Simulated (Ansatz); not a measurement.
The calculation's input:

```
crystal:
  lattice:
    - [17.146449216, 0.0, 0.0]
    - [0.0, 2.857741536, 0.0]
    - [0.0, 0.0, 20.0829136759]
  atoms:
    - { symbol: Al, position: [0.0, 0.0, 0.0746903574] }
    - { symbol: Al, position: [0.0833333333, 0.5, 0.1753096426] }
    - { symbol: Al, position: [0.1666666667, 1.0, 0.0746903574] }
    - { symbol: Al, position: [0.25, 0.5, 0.1753096426] }
    - { symbol: Al, position: [0.3333333333, 1.0, 0.0746903574] }
    - { symbol: Al, position: [0.4166666667, 0.5, 0.1753096426] }
    - { symbol: Al, position: [0.5, 1.0, 0.0746903574] }
    - { symbol: Al, position: [0.5833333333, 0.5, 0.1753096426] }
    - { symbol: Al, position: [0.6666666667, 1.0, 0.0746903574] }
    - { symbol: Al, position: [0.75, 0.5, 0.1753096426] }
    - { symbol: Al, position: [0.8333333333, 0.0, 0.0746903574] }
    - { symbol: Al, position: [0.9166666667, 0.5, 0.1753096426] }
    - { symbol: Al, position: [0.0, 0.0, 0.2759289278] }
    - { symbol: Al, position: [0.0833333333, 0.5, 0.376548213] }
    - { symbol: Al, position: [0.1666666667, 1.0, 0.2759289278] }
    - { symbol: Al, position: [0.25, 0.5, 0.376548213] }
    - { symbol: Al, position: [0.3333333333, 1.0, 0.2759289278] }
    - { symbol: Al, position: [0.4166666667, 0.5, 0.376548213] }
    - { symbol: Al, position: [0.5, 1.0, 0.2759289278] }
    - { symbol: Al, position: [0.5833333333, 0.5, 0.376548213] }
    - { symbol: Al, position: [0.6666666667, 1.0, 0.2759289278] }
    - { symbol: Al, position: [0.75, 0.5, 0.376548213] }
    - { symbol: Al, position: [0.8333333333, 0.0, 0.2759289278] }
    - { symbol: Al, position: [0.9166666667, 0.5, 0.376548213] }
    - { symbol: Al, position: [0.0, 0.0, 0.4771674982] }
    - { symbol: Al, position: [0.1666666667, 1.0, 0.4771674982] }
    - { symbol: Al, position: [0.3333333333, 1.0, 0.4771674982] }
basis:
  ecutwfc: 420
kpoints:
  mp_grid: { grid: [2, 12, 1] }
hamiltonian:
  xc: pbe
scf:
  occupations: { method: gaussian, width: 0.1 }
output:
  forces: true
  eigenvalues: true
  populations: true
  write_density: true
  write_potential: true
  elf: true
  volumetric_format: npy
relax:
  adjacent_minimum: "off"
  f_tol: 0.02
  max_steps: 45
  constraints: [{ sites: [0, 1, 2, 3, 4, 5, 6, 7, 8, 9, 10, 11] }]
efield:
  axis: 3
  dipole_correction: true
  ramp_width: 0.04
```

Run with:

```sh
ansatz run input.yaml --threads 4 --pin off --max-ram 11264MiB --backend cpu --events-out ev --progress --plain --runs-dir out
```

The fields are those of the run's last geometry, not of the input's.

Computed without spin polarisation.

Method: DFT PBE, scalar-relativistic, plane waves, PAW (Ansatz 0.2.0).

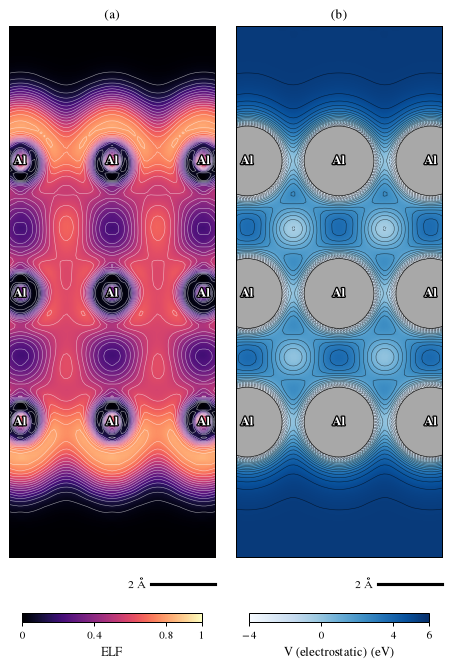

Al (slab). (a) ELF; (b) electrostatic potential energy of an electron on the (100) plane of the calculation cell, a cut from vacuum to vacuum. Grey discs cover the atomic cores in the potential map.

What do the fields say about this system?

Atoms in the plane: Al. Al–Al (2.86 Å): the ELF peaks at about 0.75 between the atoms. Al–Al (2.86 Å): the ELF peaks at about 0.75 between the atoms. Outside the cores the potential energy rises away from the atoms and is highest in the vacuum; its zero is arbitrary.

Metal or insulator at this level of theory?

It is metallic or semimetallic at this level of theory: no gap opens.
